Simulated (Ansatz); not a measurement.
# SnO$_{2}$ (slab): what the fields show

Input file:

```
crystal:
  lattice:
    - [3.2007107582, 0.0, 0.0]
    - [0.0, 4.7598181121, 0.0]
    - [0.0, 0.0, 28.7474440778]
  atoms:
    - { symbol: O, position: [0.0, 0.6941376429, 0.260892759] }
    - { symbol: Sn, position: [0.5, 0.5, 0.2930225727] }
    - { symbol: O, position: [0.0, 0.3058623571, 0.3251523864] }
    - { symbol: O, position: [0.5, 0.8058623571, 0.3436837299] }
    - { symbol: Sn, position: [0.0, 0.0, 0.3758135436] }
    - { symbol: O, position: [0.5, 0.1941376429, 0.4079433573] }
    - { symbol: O, position: [0.0, 0.6941376429, 0.4264747009] }
    - { symbol: Sn, position: [0.5, 0.5, 0.4586045145] }
    - { symbol: O, position: [0.0, 0.3058623571, 0.4907343282] }
    - { symbol: O, position: [0.5, 0.8058623571, 0.5092656718] }
    - { symbol: Sn, position: [0.0, 0.0, 0.5413954855] }
    - { symbol: O, position: [0.5, 0.1941376429, 0.5735252991] }
    - { symbol: O, position: [0.0, 0.6941376429, 0.5920566427] }
    - { symbol: Sn, position: [0.5, 0.5, 0.6241864564] }
    - { symbol: O, position: [0.0, 0.3058623571, 0.6563162701] }
    - { symbol: O, position: [0.5, 0.8058623571, 0.6748476136] }
    - { symbol: Sn, position: [0.0, 0.0, 0.7069774273] }
    - { symbol: O, position: [0.5, 0.1941376429, 0.739107241] }
basis:
  ecutwfc: 500
kpoints:
  mp_grid: { grid: [8, 6, 1] }
hamiltonian:
  xc: r2scan
scf:
  occupations: { method: gaussian, width: 0.05 }
output:
  forces: true
  eigenvalues: true
  write_density: true
  write_potential: true
  elf: true
  volumetric_format: npy
relax:
  adjacent_minimum: "off"
  f_tol: 0.02
  max_steps: 60
efield:
  axis: 3
  dipole_correction: true
  ramp_width: 0.04
```

Run with:

```sh
ansatz run input.yaml --threads 2 --pin off --max-ram 5120MiB --backend cpu --events-out ev --progress --plain --runs-dir out
```

The fields are those of the run's last geometry, not of the input's.

Computed with DFT r2SCAN, scalar-relativistic, plane waves, PAW in Ansatz.

In a PAW calculation such maps are meaningful between the atoms, not at the nuclei.

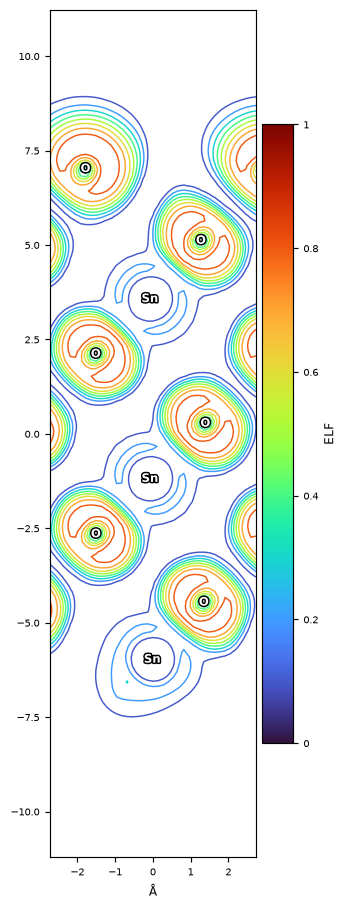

Figure 1. Electron localisation function on the (100) plane of the calculation cell, a cut from vacuum to vacuum.

**Read the bonding off the picture.**

The plane passes through Sn and O nuclei.
Sn–O (2.03 Å): the ELF peaks at about 0.80 in the valence shell of O, 0.6 Å from its nucleus, and is about 0.25 at the midpoint (no localised pair shows between them).

The ELF also peaks beside O, away from the bonds: lone-pair regions.

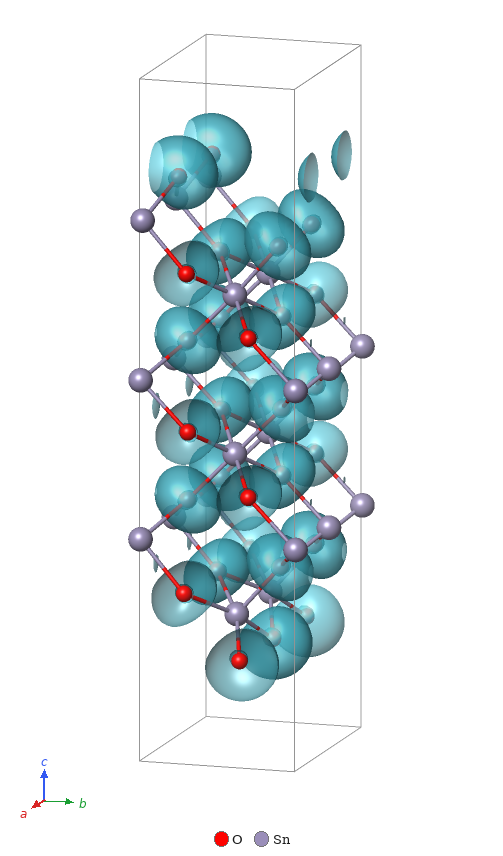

Figure 2. Isosurface of the ELF at 0.6 (cyan), seen slightly off an axis. Only the valence region is drawn (cores and ρ < 0.01 e/Å³ removed). Sticks mark near contacts.

**Describe the localisation domains.**

The surface consists of twelve regions wrapped around O (the valence shell of each), counted in one cell of 18 atoms. Counts are for one cell; the picture repeats the cell along the surface.


Sn–O (2.00 Å): the ELF peaks at about 0.80 in the valence shell of O, 0.6 Å from its nucleus, and is about 0.30 at the midpoint (no localised pair shows between them). Sn–O (2.04 Å): the ELF peaks at about 0.80 in the valence shell of O, 0.6 Å from its nucleus, and is about 0.25 at the midpoint: no localised pair shows between them.

**Does the calculation make it a metal, or give it a gap?**

It is gapped, with a Kohn–Sham gap of 2.1 eV on the k-point mesh (the band edges may lie off the mesh, which would make the gap smaller).
